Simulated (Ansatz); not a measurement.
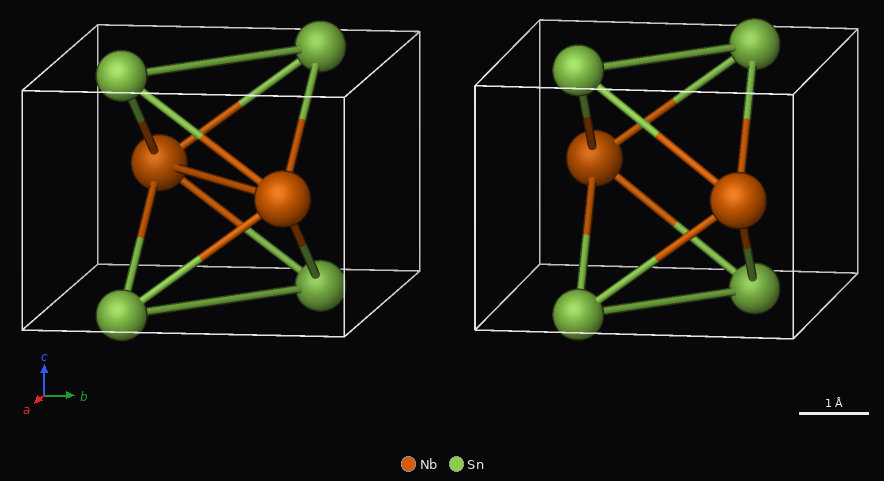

Two geometries of solid NbSn (built on the CuAu (L1_0)_123 type), drawn at one scale. One is the start of a relaxation, the other its converged end. Style: ball-and-stick. Shown: the cell of the calculation, slightly off an axis.

All numbers below come from Ansatz, DFT PBE, scalar-relativistic, plane waves, PAW. (plane-wave cutoff 420 eV; k-point mesh 10 × 10 × 12; occupations gaussian; smearing width 0.1 eV; no spin polarisation; cell and atoms relaxed; force threshold 0.01 eV/Å; at most 80 steps)

Which one is relaxed?

The left one is the relaxed one. Case: the structure that the rattled CuAu (L1_0) type (P4/mmm, No. 123) fell into. The largest moves relative to the cell, 0.21 Å, are those of Nb atoms. By element the largest moves are Nb 0.21 Å, Sn 0.14 Å. The drawn cell changes as follows: a = b 4.708 → 4.749 Å (+0.9 %), c 3.664 → 3.592 Å (−2.0 %), γ 94.0° → 97.8°; the volume changes by −0.9 %. Among the contacts that change: Nb–Nb 3.642 → 3.123 Å, Sn–Sn 3.174 → 3.578 Å, Nb–Nb 2.778 → 3.122 Å, Sn–Sn 3.221 → 3.123 Å. The space group (tolerance 0.01 Å) goes from Cmmm (No. 65) to Pmmm (No. 47). The energy falls by 4.6 meV per atom in 8 accepted moves (11 points after the start). The largest force component goes from 0.049 to 0.00017 eV/Å. Pressure: 0.14 GPa at the start and 0.00 GPa at the end. The line search rejected the trial step at point 5 of the run. The SCF was repeated twice at an unchanged geometry on a basis and grid sized afresh for the cell, which shifted the energy by less than 0.05 meV per atom at most.
